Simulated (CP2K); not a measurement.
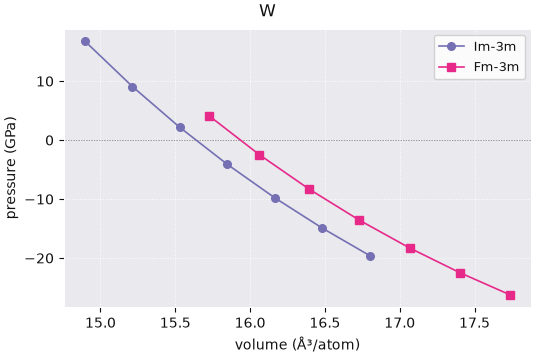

Plotted: pressure against volume, with one curve for each structure, for W.

Computed with CP2K 2026.2: DFT in Gaussian orbitals with a plane-wave density, no spin polarisation; energies at scaled volumes of the given cell, shape and fractions fixed, counted from the fit's minimum, third-order Birch-Murnaghan fit. Level: r2SCAN.

occupations Fermi–Dirac; potentials GTH SCAN with UZH TZVP basis; density cutoff 9184 eV.

Settings that differ: Im-3m: k mesh 12×12×12, smearing width 0.05 eV; Fm-3m: k mesh 11×11×11, smearing width 0.1 eV.

> Order the curves by fitted equilibrium volume, smallest first.

Im-3m 15.636, Fm-3m 15.932 Å³/atom.

> For Im-3m: what does the pressure do across the range?

It falls from 16.76 GPa at volume 14.90 Å³/atom to −19.57 GPa at 16.80 Å³/atom, and changes sign near 15.64 Å³/atom.

> For Fm-3m: what does the pressure do across the range?

It falls from 4.10 GPa at volume 15.73 Å³/atom to −26.21 GPa at 17.73 Å³/atom, and changes sign near 15.94 Å³/atom.
